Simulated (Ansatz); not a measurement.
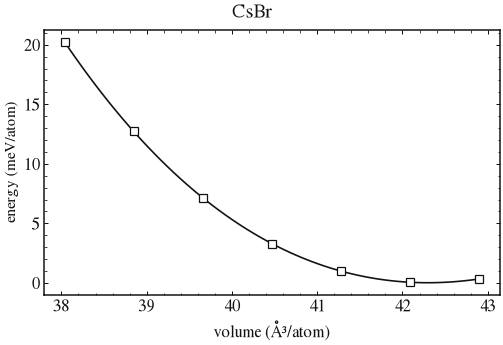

The picture above shows the energy against volume for CsBr, space group Pm-3m (No. 221).

The given structure:
```
Cs Br
1.0
     4.32562    0.00000    0.00000
     0.00000    4.32562    0.00000
     0.00000    0.00000    4.32562
Cs Br
1 1
Direct
  0.00000 0.00000 0.00000
  0.50000 0.50000 0.50000
```

Computed with Ansatz 0.2.0: all-electron LAPW DFT, no spin polarisation; energies at scaled volumes of the given cell, shape and fractions fixed, counted from the fit's minimum, third-order Birch-Murnaghan fit. Level: PBE.

```tsv
setting	value
k mesh	6×6×6
occupations	Fermi–Dirac
smearing width	0.05 eV
potentials	all electron LAPW, scalar relativistic
program settings	basis error eV/atom 0.0005
```

From this curve and the settings, what does the calculation give for the pressure at the same points?

The pressure falls from 1.70 GPa at volume 38.04 Å³/atom to −0.17 GPa at 42.90 Å³/atom, and changes sign near 42.30 Å³/atom.

| volume (Å³/atom) | pressure (GPa) |
| --- | --- |
| 38.04 | 1.70 |
| 38.85 | 1.29 |
| 39.66 | 0.93 |
| 40.47 | 0.60 |
| 41.28 | 0.32 |
| 42.09 | 0.06 |
| 42.90 | −0.17 |
